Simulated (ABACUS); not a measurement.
## Run report: CoO, band-structure run (part 3 of 3)

CoO (Fm-3m, 2 atoms in the cell); Kohn-Sham DFT of a periodic cell, PBE, GBRV ultrasoft 1.5 PBE, spin-polarised (ABACUS 3.10.1); cutoff 544.23 eV, 9×9×9 k-mesh, fermi-dirac of 0.05 eV, collinear spins. The structure derives from an entry of the Crystallography Open Database.

Geometry of the input (Å; fractional positions):
```
0.0000  2.1315  2.1315
2.1315  0.0000  2.1315
2.1315  2.1315  0.0000
Co 0.0000  0.0000  0.0000
O  0.5000  0.5000  0.5000
```

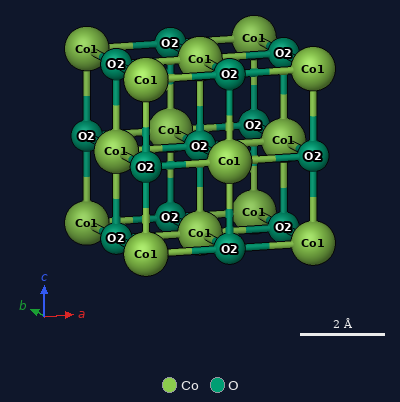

The input geometry (ball-and-stick view of the cell 4 times as large as that of the calculation, set on its symmetry axes, seen slightly off an axis; atoms are numbered from 1 in the order of the input).

## The program's output, continued
```
 PW ALGORITHM --------------- ION=   1  ELEC=   8--------------------------------
          total magnetism (Bohr mag/cell) = 2.99762288762
       absolute magnetism (Bohr mag/cell) = 3.02529986838
                        nelec for spin up = 12.9988114438
                      nelec for spin down = 10.0011885562

 Density error is 0.000523417372059
                          Error Threshold = 1.05806785318e-05
----------------------------------------------------------
     Energy           Rydberg                 eV
----------------------------------------------------------
 E_KohnSham     -330.7157076149      -4499.6180416647
 E_Harris       -330.7668296047      -4500.3135920188
 E_Fermi        1.0210286124         13.8918069496
----------------------------------------------------------

 PW ALGORITHM --------------- ION=   1  ELEC=   9--------------------------------
          total magnetism (Bohr mag/cell) = 2.91087244222
       absolute magnetism (Bohr mag/cell) = 2.92854459214
                        nelec for spin up = 12.9554362211
                      nelec for spin down = 10.0445637789

 Density error is 0.00129855567636
                          Error Threshold = 2.2757277046e-06
----------------------------------------------------------
     Energy           Rydberg                 eV
----------------------------------------------------------
 E_KohnSham     -330.7165334650      -4499.6292779318
 E_Harris       -330.7657182692      -4500.2984715232
 E_Fermi        1.0133178671         13.7868968778
----------------------------------------------------------

 PW ALGORITHM --------------- ION=   1  ELEC=  10--------------------------------
          total magnetism (Bohr mag/cell) = 2.94900455845
       absolute magnetism (Bohr mag/cell) = 2.96985135808
                        nelec for spin up = 12.9745022792
                      nelec for spin down = 10.0254977208

 Density error is 0.000612854857699
                          Error Threshold = 2.2757277046e-06
----------------------------------------------------------
     Energy           Rydberg                 eV
----------------------------------------------------------
 E_KohnSham     -330.7168376646      -4499.6334167796
 E_Harris       -330.7032825939      -4499.4489905819
 E_Fermi        1.0139867821         13.7959979326
----------------------------------------------------------

 PW ALGORITHM --------------- ION=   1  ELEC=  11--------------------------------
          total magnetism (Bohr mag/cell) = 2.98087210958
       absolute magnetism (Bohr mag/cell) = 3.00493235597
                        nelec for spin up = 12.9904360548
                      nelec for spin down = 10.0095639452

 Density error is 9.33340085709e-05
                          Error Threshold = 2.2757277046e-06
----------------------------------------------------------
     Energy           Rydberg                 eV
----------------------------------------------------------
 E_KohnSham     -330.7169135742      -4499.6344495828
 E_Harris       -330.6921364987      -4499.2973401766
 E_Fermi        1.0161113175         13.8249037204
----------------------------------------------------------

 PW ALGORITHM --------------- ION=   1  ELEC=  12--------------------------------
          total magnetism (Bohr mag/cell) = 2.993093167
       absolute magnetism (Bohr mag/cell) = 3.02021235473
                        nelec for spin up = 12.9965465835
                      nelec for spin down = 10.0034534165

 Density error is 2.97700251304e-05
                          Error Threshold = 4.05800037265e-07
----------------------------------------------------------
     Energy           Rydberg                 eV
----------------------------------------------------------
 E_KohnSham     -330.7169433499      -4499.6348547018
 E_Harris       -330.6989163238      -4499.3895844289
 E_Fermi        1.0185270423         13.8577713420
----------------------------------------------------------

 PW ALGORITHM --------------- ION=   1  ELEC=  13--------------------------------
          total magnetism (Bohr mag/cell) = 2.98843901822
       absolute magnetism (Bohr mag/cell) = 3.0137466681
                        nelec for spin up = 12.9942195091
                      nelec for spin down = 10.0057804909

 Density error is 1.43269406439e-05
                          Error Threshold = 1.29434891871e-07
----------------------------------------------------------
     Energy           Rydberg                 eV
----------------------------------------------------------
 E_KohnSham     -330.7169544332      -4499.6350054985
 E_Harris       -330.7349574236      -4499.8799487483
 E_Fermi        1.0177090514         13.8466420055
----------------------------------------------------------

 PW ALGORITHM --------------- ION=   1  ELEC=  14--------------------------------
          total magnetism (Bohr mag/cell) = 2.99036216766
       absolute magnetism (Bohr mag/cell) = 3.01631907881
                        nelec for spin up = 12.9951810838
                      nelec for spin down = 10.0048189162

 Density error is 3.18642621174e-08
                          Error Threshold = 6.2291046278e-08
----------------------------------------------------------
     Energy           Rydberg                 eV
----------------------------------------------------------
 E_KohnSham     -330.7169561068      -4499.6350282688
 E_Harris       -330.7161921631      -4499.6246342817
 E_Fermi        1.0179951218         13.8505341921
----------------------------------------------------------

 PW ALGORITHM --------------- ION=   1  ELEC=  15--------------------------------
          total magnetism (Bohr mag/cell) = 2.99046747733
       absolute magnetism (Bohr mag/cell) = 3.0165001452
                        nelec for spin up = 12.9952337387
                      nelec for spin down = 10.0047662613

 Density error is 8.25325823058e-08
                          Error Threshold = 1.38540270076e-10
----------------------------------------------------------
     Energy           Rydberg                 eV
----------------------------------------------------------
 E_KohnSham     -330.7169561308      -4499.6350285949
 E_Harris       -330.7147962263      -4499.6056415870
 E_Fermi        1.0180271918         13.8509705273
----------------------------------------------------------

 PW ALGORITHM --------------- ION=   1  ELEC=  16--------------------------------
          total magnetism (Bohr mag/cell) = 2.9903937616
       absolute magnetism (Bohr mag/cell) = 3.01638364076
                        nelec for spin up = 12.9951968808
                      nelec for spin down = 10.0048031192

 Density error is 4.36110871608e-10
                          Error Threshold = 1.38540270076e-10
----------------------------------------------------------
     Energy           Rydberg                 eV
----------------------------------------------------------
 E_KohnSham     -330.7169561399      -4499.6350287188
 E_KS(sigma->0) -330.7158322542      -4499.6197374692
 E_Harris       -330.7167847938      -4499.6326974354
 E_band         -22.7641050346       -309.7215383404
 E_one_elec     -183.0050714853      -2489.9117350968
 E_Hartree      104.8709341377       1426.8422588559
 E_xc           -40.0177094344       -544.4688692163
 E_Ewald        -212.5628615865      -2892.0661007624
 E_entropy(-TS) -0.0022477714        -0.0305824991
 E_descf        0.0000000000         0.0000000000
 E_exx          0.0000000000         0.0000000000
 E_Fermi        1.0180280484         13.8509821814
----------------------------------------------------------

 charge density convergence is achieved
 final etot is -4499.6350287 eV
 EFERMI = 13.850982181 eV
The vacuum level is 9.544151403 eV

 STATE ENERGY(eV) AND OCCUPATIONS    NSPIN == 2
SPIN UP :
 1/9 kpoint (Cartesian) = 0.0000 0.0000 0.0000 (537 pws)
       1       -83.3913     0.00137174
       2       -46.6288     0.00137174
       3       -46.6288     0.00137174
       4       -46.6288     0.00137174
       5       -6.49711     0.00137174
       6        10.4399     0.00137174
       7        10.4399     0.00137174
       8        10.4399     0.00137174
       9        10.4549     0.00137174
      10        10.4549     0.00137174
      11        10.5246     0.00137174
      12        10.5246     0.00137174
      13        10.5246     0.00137174
      14        14.6192    2.91256e-10
      15        30.4422        0.00000
      16        31.6669        0.00000
      17        31.6669        0.00000
      18        31.6669        0.00000
      19        35.0051        0.00000
      20        35.0051        0.00000
      21        35.0051        0.00000
      22        38.4254        0.00000
      23        38.4254        0.00000

 2/9 kpoint (Cartesian) = 0.026064 0.026064 0.026064 (546 pws)
       1       -83.3909      0.0109739
       2       -46.6330      0.0109739
       3       -46.6293      0.0109739
       4       -46.6293      0.0109739
       5       -6.37031      0.0109739
       6        9.35398      0.0109739
       7        9.48657      0.0109739
       8        9.48657      0.0109739
       9        10.5211      0.0109739
      10        10.5211      0.0109739
      11        10.8627      0.0109739
      12        11.5409      0.0109739
      13        11.5409      0.0109739
      14        15.4406    1.71009e-16
      15        28.2890        0.00000
      16        31.2012        0.00000
      17        31.2012        0.00000
      18        32.5635        0.00000
      19        34.2889        0.00000
      20        34.2889        0.00000
      21        36.6086        0.00000
      22        40.1884        0.00000
      23        40.1884        0.00000

 3/9 kpoint (Cartesian) = 0.052128 0.052128 0.052128 (564 pws)
       1       -83.3899      0.0109739
       2       -46.6439      0.0109739
       3       -46.6308      0.0109739
       4       -46.6308      0.0109739
       5       -6.03074      0.0109739
       6        7.79385      0.0109739
       7        8.64062      0.0109739
       8        8.64062      0.0109739
       9        10.7276      0.0109739
      10        10.7276      0.0109739
      11        11.1100      0.0109739
      12        12.5191      0.0109739
      13        12.5191      0.0109739
      14        16.9491    1.34934e-29
      15        25.7024        0.00000
      16        29.6529        0.00000
      17        29.6529        0.00000
      18        32.9684        0.00000
      19        34.5953        0.00000
      20        34.5953        0.00000
      21        39.8024        0.00000
      22        42.7102        0.00000
      23        42.7102        0.00000

 4/9 kpoint (Cartesian) = 0.078192 0.078192 0.078192 (562 pws)
       1       -83.3888      0.0109739
       2       -46.6562      0.0109739
       3       -46.6324      0.0109739
       4       -46.6324      0.0109739
       5       -5.60522      0.0109739
       6        6.42253      0.0109739
       7        8.03157      0.0109739
       8        8.03157      0.0109739
       9        10.9724      0.0109739
      10        10.9724      0.0109739
      11        11.4174      0.0109739
      12        13.2940      0.0109738
      13        13.2940      0.0109738
      14        18.1766    2.94329e-40
      15        23.8115    3.34224e-89
      16        28.0716        0.00000
      17        28.0716        0.00000
      18        33.3997        0.00000
      19        35.9476        0.00000
      20        35.9476        0.00000
      21        40.4197        0.00000
      22        43.0272        0.00000
      23        43.0272        0.00000

 5/9 kpoint (Cartesian) = 0.10426 0.10426 0.10426 (562 pws)
       1       -83.3880      0.0109739
       2       -46.6642      0.0109739
       3       -46.6335      0.0109739
       4       -46.6335      0.0109739
       5       -5.29835      0.0109739
       6        5.61678      0.0109739
       7        7.71367      0.0109739
       8        7.71367      0.0109739
       9        11.1382      0.0109739
      10        11.1382      0.0109739
      11        11.6708      0.0109739
      12        13.7322      0.0100410
      13        13.7322      0.0100410
      14        18.6606    1.83813e-44
      15        23.0023    3.56925e-82
      16        27.1508        0.00000
      17        27.1508        0.00000
      18        33.8988        0.00000
      19        37.6488        0.00000
      20        37.6488        0.00000
      21        39.0160        0.00000
      22        41.4537        0.00000
      23        41.4537        0.00000

 6/9 kpoint (Cartesian) = 0.0000 0.0000 0.052128 (556 pws)
       1       -83.3908     0.00823045
       2       -46.6327     0.00823045
       3       -46.6304     0.00823045
       4       -46.6304     0.00823045
       5       -6.33168     0.00823045
       6        8.69808     0.00823045
       7        9.83923     0.00823045
       8        9.83923     0.00823045
       9        10.3399     0.00823045
      10        10.4951     0.00823045
      11        11.1467     0.00823045
      12        11.1467     0.00823045
      13        11.5670     0.00823045
      14        15.7728    1.66963e-19
      15        28.4706        0.00000
      16        30.5533        0.00000
      17        30.5533        0.00000
      18        31.4298        0.00000
      19        34.5359        0.00000
      20        36.9608        0.00000
      21        36.9608        0.00000
      22        38.6730        0.00000
      23        41.1825        0.00000

[... levels at 12 further k points ...]

------------------------------------------------------------------------------------------
 TOTAL-FORCE (eV/Angstrom)
------------------------------------------------------------------------------------------
                       Co1         0.0000000000         0.0000000000         0.0000000000
                        O1         0.0000000000         0.0000000000         0.0000000000
------------------------------------------------------------------------------------------

----------------------------------------------------------------
 TOTAL-STRESS (KBAR)
----------------------------------------------------------------
       -13.2253073337         0.0000000000        -0.0000000000
         0.0000000000       -13.2253073337        -0.0000000000
         0.0000000000        -0.0000000000       -13.2253073337
----------------------------------------------------------------
 TOTAL-PRESSURE: -13.225307 KBAR

 --------------------------------------------
 !FINAL_ETOT_IS -4499.6350287187533468 eV
 --------------------------------------------
```

## Key numbers

```json
{"quantity": "outcome", "value": "converged"}
{"quantity": "space group (tolerance 0.01 Å)", "value": "Fm-3m (225)"}
{"quantity": "electrons treated", "value": "23"}
{"quantity": "free energy", "value": "−4499.6350 eV"}
{"quantity": "Fermi energy of the self-consistent step", "value": "13.851 eV"}
{"quantity": "gap on the k-point mesh", "value": "none (metallic)"}
{"quantity": "net moment of the cell", "value": "2.99 μB"}
{"quantity": "integrated absolute moment", "value": "3.02 μB"}
{"quantity": "pressure", "value": "−1.32 GPa"}
{"quantity": "largest force (length of the vector)", "value": "under 0.001 eV/Å"}
{"quantity": "wall time", "value": "15 s (CPU time 60 s)"}
{"quantity": "peak memory", "value": "0.48 GiB"}
```
